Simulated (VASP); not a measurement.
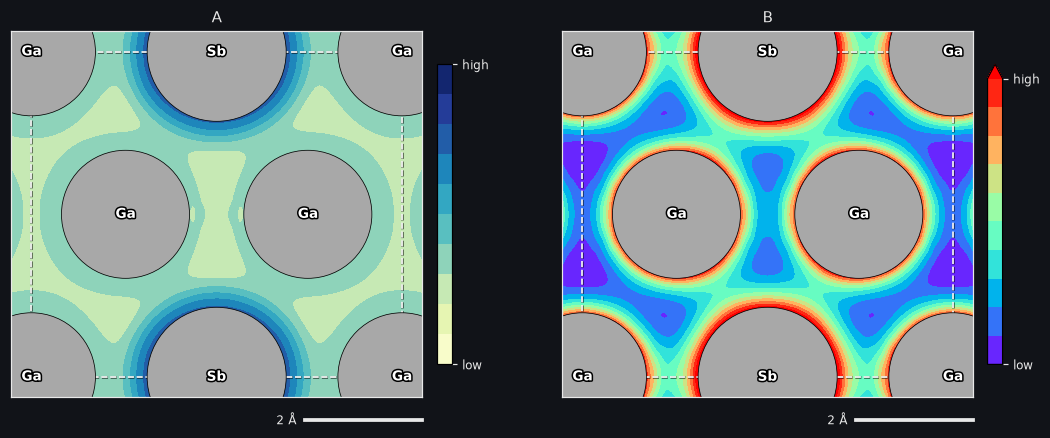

Ga3Sb: 2 fields on the (11̄0) plane of the conventional cell, with unlabelled colour scales. Grey discs cover the atomic cores.

Space group Pmmm; a structure from a database of computed crystals, not necessarily the ambient phase; a generated structure, not necessarily the stable one; not relaxed (largest force 0.4 eV/Å).

Theory: Kohn-Sham DFT of a periodic cell, PBE, VASP PAW PBE potentials, recommended in VASP.

The panels show electron localisation function and valence pseudo-density in some order. Assign them.

Answer. Panel A: electron localisation function. Panel B: valence pseudo-density. From the grid: Ga–Sb (3.16 Å): ρ at the midpoint is about 0.17 e/Å³; the ELF is about 0.40 at the midpoint.
